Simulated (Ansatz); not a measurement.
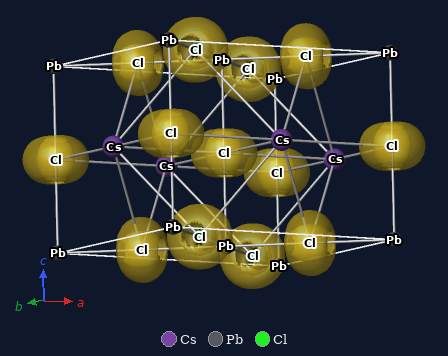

The picture shows: CsPbCl3. Isosurface of the ELF at 0.85 (yellow), seen at an oblique angle. Core shells and regions of very low density are left out. Sticks mark near contacts.

Space group C2/m; a structure from a database of computed crystals, not necessarily the ambient phase; changed on purpose from its base cell (strain -0.0750 x Voigt [0, 0, 0, 1, 0, 0], atoms carried along).

Computed with DFT PBEsol, scalar-relativistic, plane waves, PAW (Ansatz).

Core electrons are frozen (PAW), and the valence fields are smoothed inside the atomic spheres.

```cif
data_structure
_symmetry_space_group_name_H-M 'P 1'
_symmetry_Int_Tables_number 1
_cell_length_a 7.6656
_cell_length_b 7.9464
_cell_length_c 5.8179
_cell_angle_alpha 90.000
_cell_angle_beta 91.429
_cell_angle_gamma 90.000
_cell_volume 354.28
loop_
_atom_site_label
_atom_site_type_symbol
_atom_site_fract_x
_atom_site_fract_y
_atom_site_fract_z
_atom_site_occupancy
Cs1 Cs 0.00000 0.50000 0.50000 1
Cs2 Cs 0.50000 0.00000 0.50000 1
Pb1 Pb 0.00000 0.00000 0.00000 1
Pb2 Pb 0.50000 0.50000 0.00000 1
Cl1 Cl 0.25008 0.24992 0.00017 1
Cl2 Cl 0.75008 0.74992 0.00017 1
Cl3 Cl 0.00000 0.00017 0.50000 1
Cl4 Cl 0.50000 0.50017 0.50000 1
Cl5 Cl 0.24992 0.74992 0.99983 1
Cl6 Cl 0.74992 0.24992 0.99983 1
```

**What do the ELF domains correspond to?**

The ELF exceeds this value in six regions wrapped around Cl (the valence shell of each), counted in one cell of 10 atoms. Any copies at cell faces, edges or corners count once. Profiles from the grid: Pb–Cl (2.76 Å): the ELF peaks at about 0.85 in the valence shell of Cl, 0.8 Å from its nucleus, and drops to about 0.20 between the two atoms. Cs–Cl (3.83 Å): the ELF is about 0 at the midpoint: a closed-shell, largely ionic contact.

**Does the calculation give a band gap?**

It is gapped, with a Kohn–Sham gap of 1.5 eV on the k-point mesh, an upper bound to the gap of this method.
